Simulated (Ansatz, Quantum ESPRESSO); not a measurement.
**KI (Fm-3m): a worked LO-TO splitting**

Wanted: the LO mode of KI (Fm-3m) from the TO mode and the field response.

Method: DFT LDA, scalar-relativistic, plane waves, PseudoDojo norm-conserving pseudopotentials, in Quantum ESPRESSO 8.0 development, patched.

### Step 1. The relaxed structure

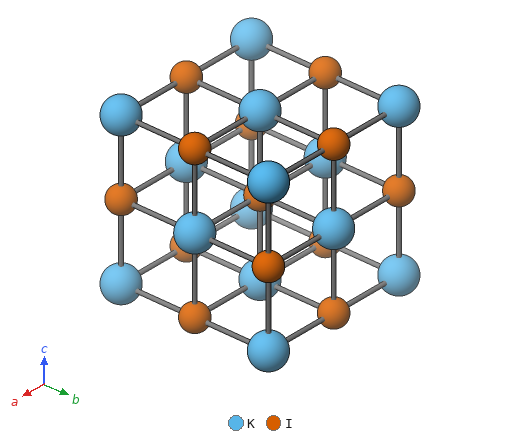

The cell as given, from a free direction (potassium blue, iodine orange). This picture shows the conventional cell, with its axes. Some periodic images of atoms are drawn too.

This is the cell after its relaxation at this level of theory, not the database cell from which that began.

### Step 2. What the response run gave

A linear-response run on the relaxed cell, with the response to an electric field; only its zone-centre results are used. Cutoff 72 Ry, k mesh 6×6×6.

The log of the run:

```text
[banners, grids, parts of the stress and lines that vanish by symmetry left out]
Program PHONON v.8.0dev
     Dynamical matrices for q-points given in input
     (   1q-points):
[...]
Exchange-correlation= PW
                           (   1   4   0   0   0   0   0)
[...]
kinetic-energy cut-off    =      72.0000  Ry
     charge density cut-off    =     288.0000  Ry
     convergence threshold     =      1.0E-18
[...]
Exchange-correlation= PW
                           (   1   4   0   0   0   0   0)
[...]
q = (   0.0000000   0.0000000   0.0000000 )
     49 Sym.Ops. (with q -> -q+G )
     G cutoff = 1210.6635  (  44039 G-vectors)     FFT grid: ( 50, 50, 50)
     number of k points=    16
[...]
Mode symmetry, O_h (m-3m)  point group:
[...]
Dielectric constant
[...]
End of electric fields calculation
          Dielectric constant in cartesian axis
          (       3.126664561      -0.000000000      -0.000000000 )
          (      -0.000000000       3.126664561       0.000000000 )
          (      -0.000000000       0.000000000       3.126664561 )
          Effective charges (d Force / dE) in cartesian axis without acoustic sum rule applied (asr)
           atom    1  K     Mean Z*:        1.10630
      Ex  (        1.10630        0.00000        0.00000 )
      Ey  (        0.00000        1.10630       -0.00000 )
      Ez  (        0.00000       -0.00000        1.10630 )
           atom    2  I     Mean Z*:       -1.10741
      Ex  (       -1.10741        0.00000        0.00000 )
      Ey  (        0.00000       -1.10741        0.00000 )
      Ez  (        0.00000       -0.00000       -1.10741 )
          Effective charges Sum: Mean:       -0.00111
[...]
Effective charges (d Force / dE) in cartesian axis with asr applied:
           atom    1  K     Mean Z*:        1.10685
[...]
atom    2  I     Mean Z*:       -1.10685
[...]
Dielectric constant from finite-differences
          (       3.126692963       0.000000000      -0.000000000 )
          (       0.000000000       3.126692963      -0.000000000 )
          (       0.000000000      -0.000000000       3.126692963 )
[...]
(       0.000000000      -0.000000000       0.000000000 )
          (       0.000000000      -0.000000000      -0.000000000 )
          (       0.000000000      -0.000000000       0.000000000 )
          (       0.000000000       0.000000000       0.000000000 )
          (       0.000000000      -0.000000000       0.000000000 )
          (       0.000000000       0.000000000       0.000000000 )
          (       0.000000000      -0.000000000       0.000000000 )
          (      -0.000000000       0.000000000      -0.000000000 )
[...]
(       0.000000000       0.000000000      -0.000000000 )
          (      -0.000000000       0.000000000      -0.000000000 )
          (      -0.000000000      -0.000000000      -0.000000000 )
          (      -0.000000000      -0.000000000       0.000000000 )
          (      -0.000000000       0.000000000      -0.000000000 )
[...]
Representation #   1 modes #   1   2   3
[...]
End of self-consistent calculation
     Convergence has been achieved
     Representation #   2 modes #   4   5   6
[...]
End of self-consistent calculation
     Convergence has been achieved
[...]
Dielectric constant in cartesian axis
          (       3.126664561      -0.000000000      -0.000000000 )
          (      -0.000000000       3.126664561       0.000000000 )
          (      -0.000000000       0.000000000       3.126664561 )
          Effective charges (d Force / dE) in cartesian axis without acoustic sum rule applied (asr)
           atom    1  K     Mean Z*:        1.10630
      Ex  (        1.10630        0.00000        0.00000 )
      Ey  (        0.00000        1.10630       -0.00000 )
      Ez  (        0.00000       -0.00000        1.10630 )
           atom    2  I     Mean Z*:       -1.10741
      Ex  (       -1.10741        0.00000        0.00000 )
      Ey  (        0.00000       -1.10741        0.00000 )
      Ez  (        0.00000       -0.00000       -1.10741 )
          Effective charges Sum: Mean:       -0.00111
[...]
Effective charges (d Force / dE) in cartesian axis with asr applied:
           atom    1  K     Mean Z*:        1.10685
[...]
atom    2  I     Mean Z*:       -1.10685
[...]
q = (    0.000000000   0.000000000   0.000000000 )
[...]
freq (    1) =       0.015815 [THz] =       0.527518 [cm-1]
     freq (    2) =       0.015815 [THz] =       0.527518 [cm-1]
     freq (    3) =       0.015815 [THz] =       0.527518 [cm-1]
     freq (    4) =       3.441254 [THz] =     114.787874 [cm-1]
     freq (    5) =       3.441254 [THz] =     114.787874 [cm-1]
     freq (    6) =       3.441254 [THz] =     114.787874 [cm-1]
[...]
Mode symmetry, O_h (m-3m)  point group:
     freq (   1-   3) =          0.5  [cm-1]   --> T_1u G_15  G_4- I
     freq (   4-   6) =        114.8  [cm-1]   --> T_1u G_15  G_4- I

   JOB DONE.
```

```csv
quantity,value
cell volume Ω (Å³),79.201
mass of K (u),39.098
mass of I (u),126.904
"Born charge of K, raw (e)",1.106
"Born charge of I, raw (e)",-1.107
ε∞,3.127
ω(TO) after the sum rule (cm⁻¹),114.8
```

### Step 3. The calculation

The charges must sum to zero over the cell; taking off their mean, -0.001 e, leaves Z* = 1.107 e on K. In the polar mode K moves against I, so the reduced mass is μ = 39.10 × 126.90 / 166.00 = 29.890 u.

A longitudinal wave builds up a field that adds to the restoring force: ω(LO)² = ω(TO)² + 4π Z*² / (μ Ω ε∞), in Hartree atomic units. With μ = 54485 electron masses and Ω = 534.47 bohr³ the second term is 1.6908e-07 Ha², or 8144 cm⁻² (1 Ha = 219474.6 cm⁻¹).

So ω(LO) = √(13174 + 8144) = 146.0 cm⁻¹, and by the Lyddane-Sachs-Teller relation ε₀ = ε∞ (ω(LO)/ω(TO))² = 5.06.

### Step 4. Check against the program

The analysis program adds the same non-analytic term to the full matrix, here for q along (1 0 0).

The log of the run:

```text
[banner, memory and clock lines left out]
Program DYNMAT v.8.0dev

     Reading Dynamical Matrix from file g.dyn
     ...Force constants read
     ...epsilon and Z* read
     ...Raman cross sections read

     Polarizability (A^3 units)
     multiply by 0.585176 for Clausius-Mossotti correction (not under assume_isolated = 'mt')
        13.403511   -0.000000   -0.000000
        -0.000000   13.403511    0.000000
        -0.000000    0.000000   13.403511

     IR activities are in (D/A)^2/amu units

# mode   [cm-1]    [THz]      IR
    1     -0.00   -0.0000    0.0000
    2     -0.00   -0.0000    0.0000
    3      0.00    0.0000    0.0000
    4    114.78    3.4412    0.9456
    5    114.78    3.4412    0.9456
    6    146.01    4.3774    0.9456
```

ε₀ comes from the program's run without a direction of q.

```csv
quantity,by hand,program
ω(LO) (cm⁻¹),146.0,146.0
ε₀,5.06,5.06
```

### Step 5. What came out

| Item | Value |
| --- | --- |
| TO mode | 114.8 cm⁻¹ |
| LO mode | 146.0 cm⁻¹ |
| static dielectric constant | 5.059 |

**Reading.** The LO mode of KI (Fm-3m) lies at 146 cm⁻¹, 31 cm⁻¹ above the TO mode; the formula meets the program within 0.1 cm⁻¹, as it must for a cubic crystal with one polar mode. ω(LO)² − ω(TO)² goes with Z*²/ε∞: an error of 5 % in ε∞ would move the LO mode by 1.3 cm⁻¹, and semilocal functionals tend to overestimate ε∞. These are harmonic values at zero temperature, at the volume of this functional, for the structure held cubic; stability elsewhere in the zone is no part of this calculation.

[Host names and launcher messages were left out of these logs when they were recorded.]

[Logs are printed without paths, hosts, clocks, repeated set-up lines and the standing remarks that a program may print on its own settings, such as how far it seeks lower states.]

[Hosts, paths, dates, database ids (printed as entryN), source tags and the programs' standing remarks are cut or masked in the printed files.]
